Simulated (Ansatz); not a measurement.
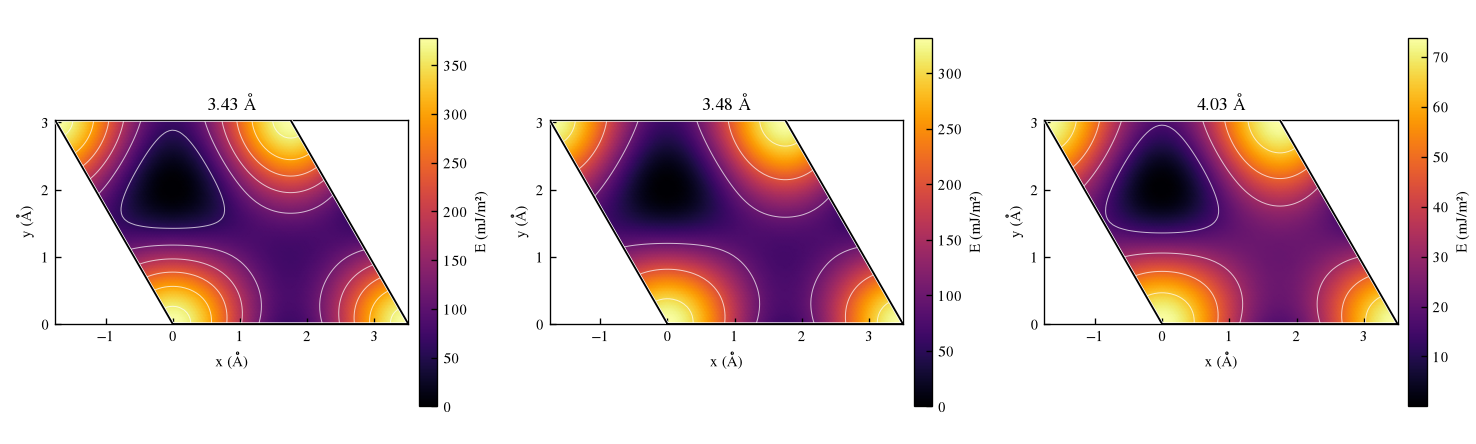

Three maps of one series, each from its own lowest grid point and on its own colour scale; the layer distance changes from map to map. A bilayer of two Te₂Mo sheets (1H type), the upper one turned by 180 degrees about the normal (6 atoms in the cell). The upper layer of a bilayer is slid over the lower one; relaxed at each slide: nothing; the origin of the map has Te4 above Te3. Places are given modulo a cell vector. The map is drawn in real space over the plane of the slide. The grid has 6 × 6 points. All energies are given in mJ/m² relative to the lowest grid point. At a held distance the lowest stacking need not be the one that binds best once the distance relaxes. Level of theory: DFT PBE+D3(BJ), scalar-relativistic, plane waves, PAW in Ansatz 0.2.0. Settings: cutoff 420 eV, k-mesh 9×9×1, gaussian smearing 0.05 eV, no spin polarisation.

In the figure: a smooth colour map with a few white contour lines, the outline of one cell of the plane. Between grid points the surface is interpolated.

The span runs from the lowest to the highest grid point.

| layer distance | lowest grid point | span (mJ/m²) |
| --- | --- | --- |
| 3.43 Å | Te above Mo of a deeper plane, the Mo behind them above Te | 378 |
| 3.48 Å | Te above Mo of a deeper plane, the Mo behind them above Te | 332 |
| 4.03 Å | Te above Mo of a deeper plane, the Mo behind them above Te | 74 |

One more map of the series was computed, for the layer distance 3.63 Å. What do you expect for it?

Answer. A straight line of ln(span) against the layer distance through the 3 maps has the slope −2.7 per Å (a decay length of 0.37 Å) and gives 220 mJ/m² at 3.63 Å. The computed span is 223 mJ/m², above the fit by 1 %. The lowest grid point is Te above Mo of a deeper plane, the Mo behind them above Te, as for 3.43 Å, 3.48 Å and 4.03 Å.

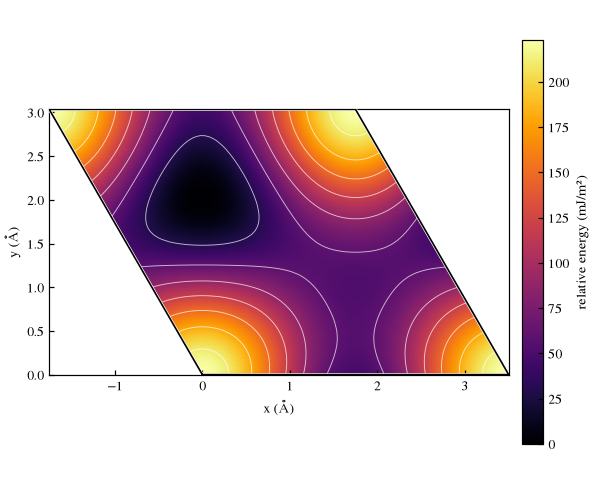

The map for 3.63 Å.

PAW datasets: the set soft_1.
